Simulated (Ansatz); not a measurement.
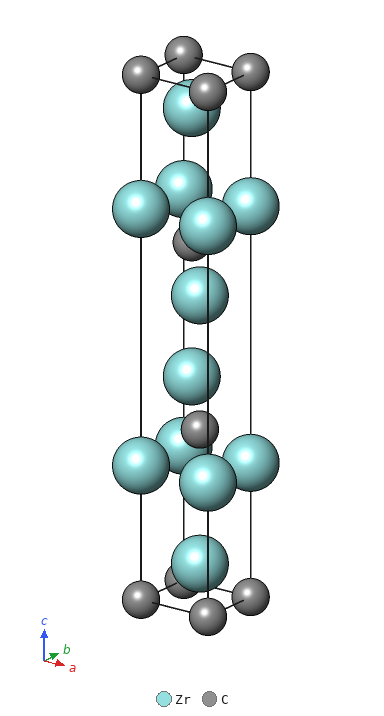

Spheres-only drawing of the structure, looking slightly off an axis. One conventional unit cell is framed, with atoms on its boundary repeated. Cell: a = 3.34 Å, b = 3.34 Å, c = 16.15 Å, α = 90.00°, β = 90.00°, γ = 120.00°.

The cell started as a structure type filled with these elements by a generator (whether the compound takes this form wasn't checked). Earlier steps of the study may have refined or changed the cell and positions. Ansatz was used for an electronic-structure calculation on it.

Caption:

Answer. The structure is one of Zr$_{2}$C. The lattice is rhombohedral (trigonal R) and the space group R-3m (No. 166). It has 9 atoms to the cell (6 Zr, 3 C).

All computed values are from DFT PBEsol, scalar-relativistic, plane waves, PAW (Ansatz). Settings: plane waves up to 420 eV, k-points about 0.12 Å⁻¹ apart, Gaussian smearing of 0.1 eV, no spin polarisation.

What does the calculation say: metal or gapped?

Answer. A metal: bands cross the Fermi level.

How are the electrons shared out in a Bader analysis?

Answer. Zr +1.06 e; C -2.13 e.

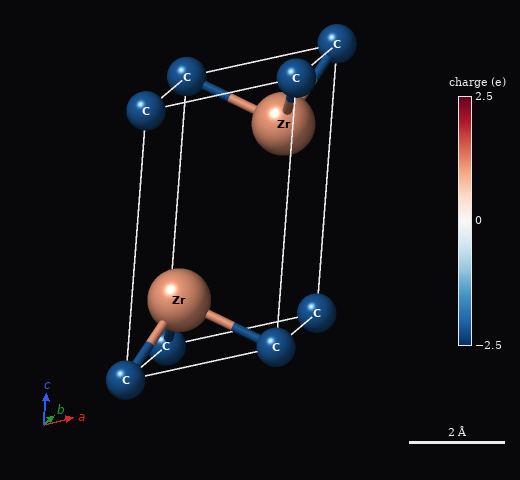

The atoms coloured by those charges. The run's cell of 3 atoms is drawn in a reduced setting, so axes and origin can differ from the first picture.

Does this geometry sit at a stationary point of the energy?

Answer. No. The largest force is 0.20 eV/Å, on Zr. The pressure is -4.3 GPa, so the cell would contract.

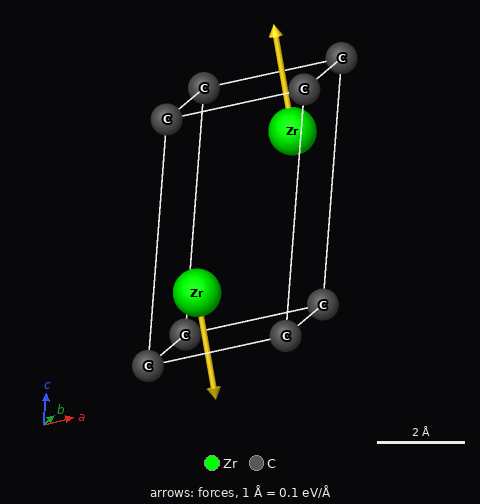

The forces as arrows. The run's cell of 3 atoms is drawn in a reduced setting, so axes and origin can differ from the first picture.
